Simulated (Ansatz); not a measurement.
HgH2

The calculation's input:

```
crystal:
  lattice:
    - [3.7374757374, 0.0, 0.0]
    - [0.0, 3.7374757374, 0.0]
    - [0.0, 0.0, 3.2251867394]
  atoms:
    - { symbol: Hg, position: [0.5, 0.5, 0.5] }
    - { symbol: H, position: [0.5, 0.0, 0.5] }
    - { symbol: H, position: [0.0, 0.5, 0.5] }
basis:
  ecutwfc: 420
kpoints:
  mp_grid: { grid: [12, 12, 14] }
hamiltonian:
  xc: pbe
scf:
  occupations: { method: gaussian, width: 0.1 }
output:
  forces: true
  stress: true
  eigenvalues: true
  write_density: true
  write_potential: true
  elf: true
  volumetric_format: npy
relax:
  adjacent_minimum: "off"
  f_tol: 0.01
  max_steps: 80
  cell: { stress_tol: 0.05 }
```

Launched as:

```sh
ansatz run input.yaml --threads 1 --pin off --max-ram 2560MiB --backend cpu --events-out ev --progress --plain --runs-dir out
```

Below, planes, directions and counts refer to the conventional cell (a = 3.74 Å, b = 3.74 Å, c = 3.33 Å, α = 90.00°, β = 90.00°, γ = 90.00°).

The fields are those of the relaxed geometry.

Space group P4/mmm; a structure generated by program, which may or may not match a known phase.

Level of theory: Ansatz 0.2.0, DFT PBE, scalar-relativistic, plane waves, PAW.

The density is the valence pseudo-density of a PAW calculation; it isn't the true density close to the nuclei.

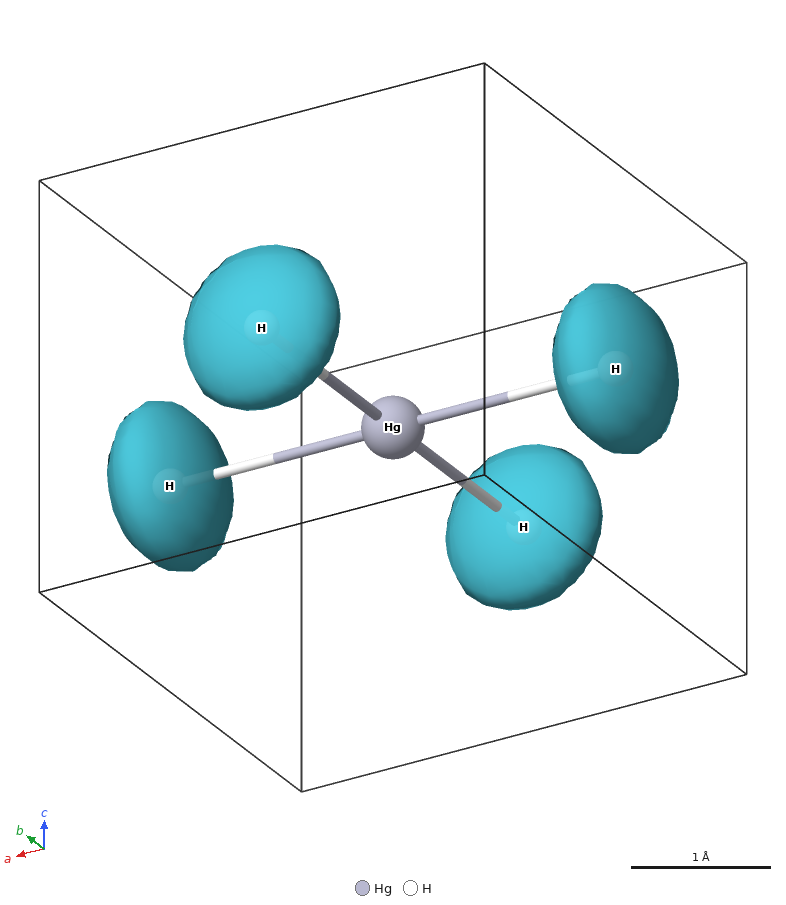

Figure 1. Isosurface of the electron localisation function at 0.9 (cyan), seen at an oblique angle. Core shells and regions of very low density are left out. Sticks mark near contacts.

Q: Identify the bonds, lone pairs and shells in this picture.

A: At this value the surface marks out two regions around hydrogen nuclei, counted in one cell of 3 atoms. Any copies at cell faces, edges or corners count once. Along the contacts the grid gives the following. Hg–H (1.87 Å): the ELF climbs to about 1 towards the hydrogen.

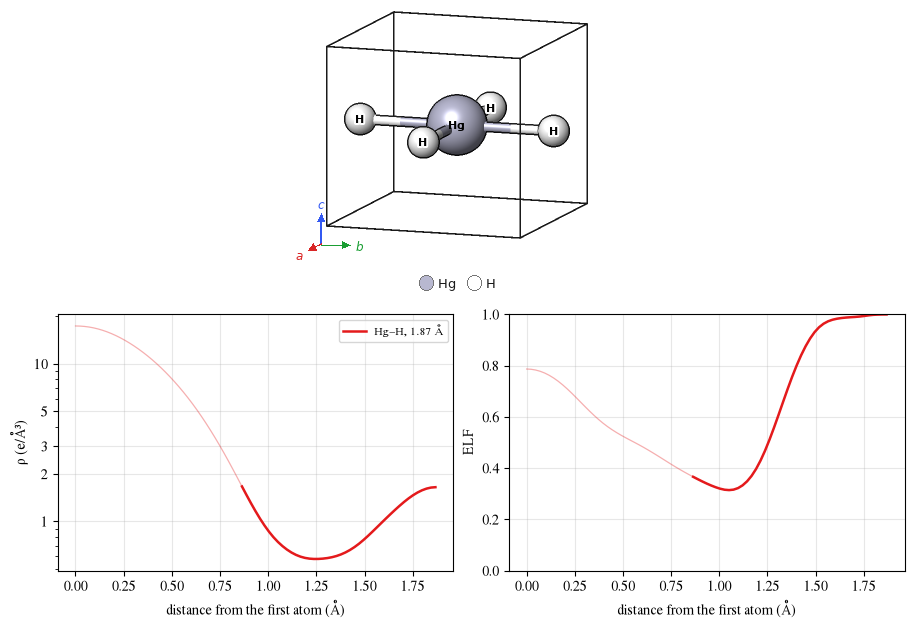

Figure 2. Valence pseudo-density and electron localisation function along straight lines between neighbouring atoms. Thin, pale parts lie inside the atomic spheres. The structure is drawn too.

Q: What can be read from the curves?

A: Hg–H (1.87 Å): the density is about 1.2 e/Å³ at the midpoint; the ELF climbs to about 1 towards the hydrogen.

Q: Metal or insulator at this level of theory?

A: It is metallic or semimetallic at this level of theory: no gap opens.
